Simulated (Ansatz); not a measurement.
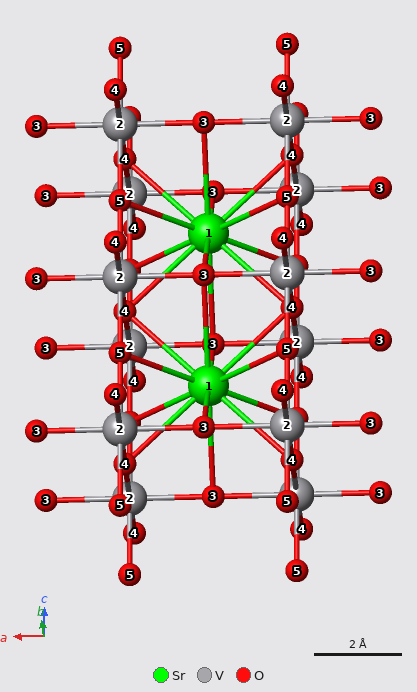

Reference structure: solid SrVO3 (set up in Pm-3m). Style: ball-and-stick. Shown: the cell of the calculation, repeated 1 × 1 × 2 with one cell outlined, from a free direction.

These are results of DFT PBE, scalar-relativistic, plane waves, PAW in Ansatz, not measurements. Settings: plane-wave cutoff 420 eV; k-point mesh 10 × 10 × 10; occupations gaussian; smearing width 0.1 eV; collinear spin.

Change: The crystal is put under a hydrostatic pressure of 90 GPa. Cell and atoms are relaxed at that pressure.

### What is the effect?

The volume changes by −23.9 %, with a = b = c 3.859 → 3.523 Å (−8.7 %). The atoms keep their places relative to the cell (all moves are under 0.005 Å). Some distances before and after: O–Sr 2.729 → 2.491 Å, O–V 1.929 → 1.761 Å. The space group stays Pm-3m (No. 221). Energy change: +604 meV per atom. The pressure goes from 0.0 to 90.0 GPa. The absolute magnetisation per cell goes from 0.36 to 0.00 μB (net moment 0.34 and 0.00 μB).

The changed structure in the same view:

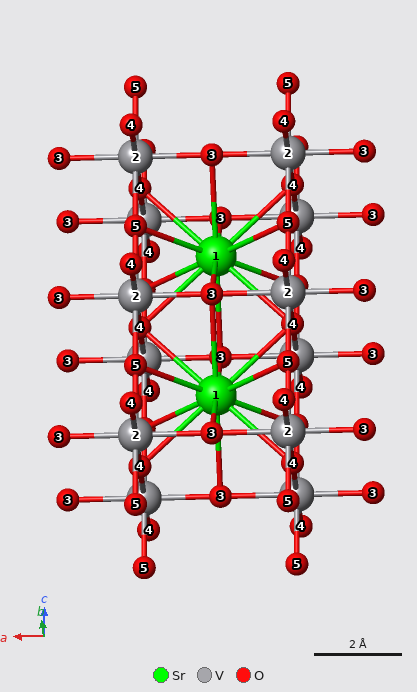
